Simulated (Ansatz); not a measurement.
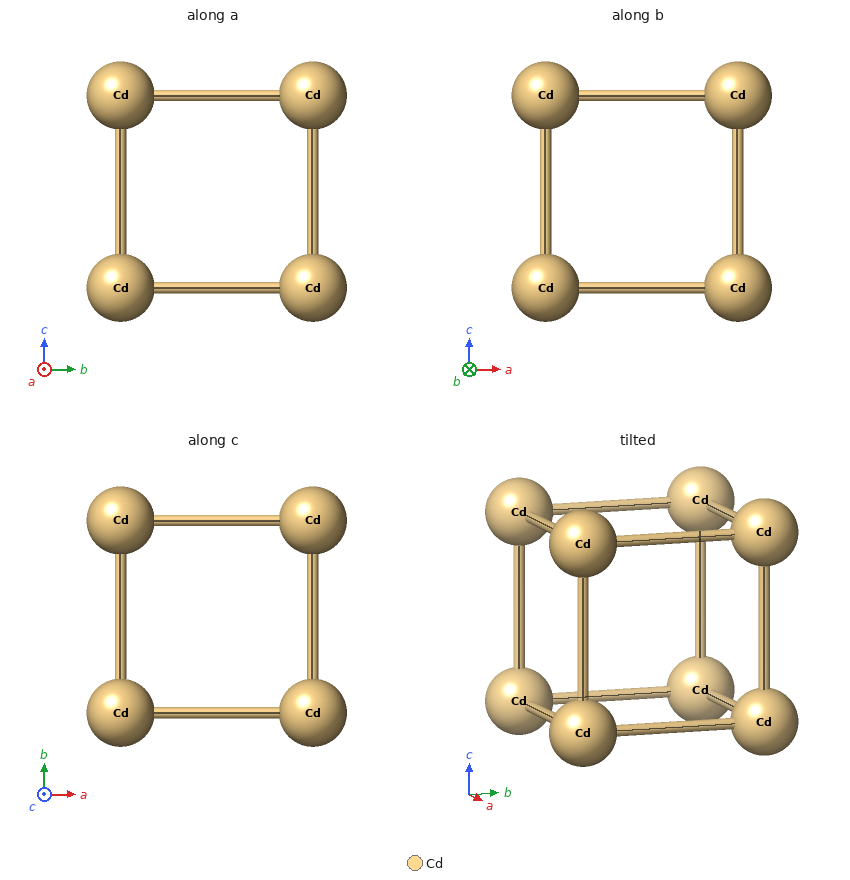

We look at a ball-and-stick model of the crystal along the a axis, along the b axis, along the c axis and slightly off an axis. The parallelepiped is the conventional unit cell.

Lattice parameters: a = 2.852 Å, b = 2.852 Å, c = 2.852 Å, α = 90.00°, β = 90.00°, γ = 90.00°. Put a along x and b in the xy plane.

> Write down what is shown as a POSCAR file.

```
Cd
1.0
     2.852    0.000    0.000
     0.000    2.852    0.000
     0.000    0.000    2.852
Cd
1
Direct
  0.0000 0.0000 0.0000
```

Origin of the cell: a structure type filled with this element by a generator (whether the element takes this form wasn't checked). The structure drawn was relaxed with Ansatz 0.2.0, DFT, LDA (PW92), plane waves (420 eV) with PAW, scalar-relativistic.
